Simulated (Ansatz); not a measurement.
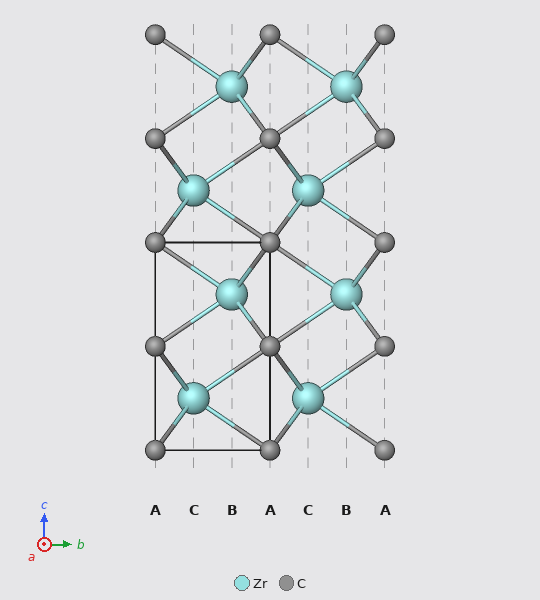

Projection along an edge of the hexagonal mesh, stacking direction c upwards. The dashed lines mark the three columns A (0, 0), B (1/3, 2/3) and C (2/3, 1/3). The sequence starts with the first layer at or above the cell's origin.

System ZrC (space group P6_3/mmc, No. 194); source of the atomic positions: coordinates from a relaxation with DFT PBE, scalar-relativistic, plane waves, PAW in Ansatz; the starting structure was generated, so it need not be a known form of this composition.

Q: List the layers of one repeat.

A: C(A) – Zr(C) – C(A) – Zr(B) (four layers in 5.29 Å).

Q: How are the C layers alone stacked?

A: C layers alone: AA, a sequence in which some neighbouring layers lie directly above each other.

Q: Which positions between or in the C layers do the other atoms fill?

A: Zr: two trigonal-prismatic sites, counted in one hexagonal cell.
